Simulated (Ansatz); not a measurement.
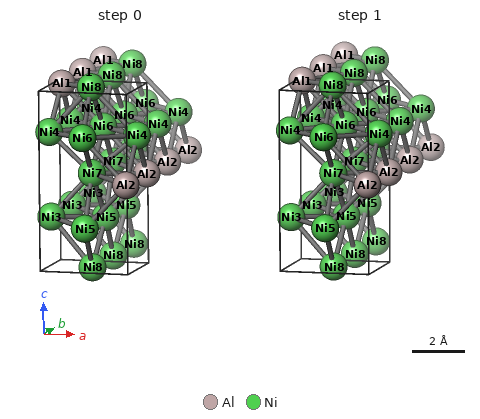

The structure of solid AlNi₃ (set up in P1) (coarse preliminary run) before (left) and after (right) a relaxation, at one scale.

A ball-and-stick model of the cell of the calculation, repeated 1 × 3 × 1 with one cell outlined, seen slightly off an axis.

All numbers below come from DFT PBE, scalar-relativistic, plane waves, PAW (Ansatz 0.2.0). Settings: plane-wave cutoff 420 eV; k-point mesh 6 × 6 × 4; occupations gaussian; smearing width 0.2 eV; collinear spin; cell and atoms relaxed; force threshold 0.025 eV/Å; at most 60 steps.

What changed between the two?

Answer. The run was cut off at its time limit before the relaxation converged, so the last structure is only a point on the way. The atom that moves furthest relative to the cell is Al1 (0.057 Å along [−3 2 2]). Largest moves by element: Al 0.057 Å, Ni 0.055 Å. Cell: a 3.482 → 3.519 Å (+1.1 %), b 3.497 → 3.531 Å (+1.0 %), c 7.055 → 7.084 Å (+0.4 %), α 92.3° → 91.4°, β 90.4° → 90.2°, γ 90.5° → 90.2°. Volume +2.5 %. Among the contacts that change: Ni6–Ni7 2.277 → 2.356 Å, Al1–Ni3 2.738 → 2.667 Å, Ni4–Ni7 2.283 → 2.353 Å, Al1–Ni4 2.311 → 2.378 Å. The space group stays P1 (No. 1). The energy falls by 66.3 meV per atom in 1 geometry step. Largest force component: 1.6 eV/Å at the start, 1.1 eV/Å at the end. Pressure: 15.70 GPa at the start and 8.00 GPa at the end. Cost: 8.8 min on 1 thread of Arm Neoverse V1, with other jobs on the host, peak memory 0.8 GiB.
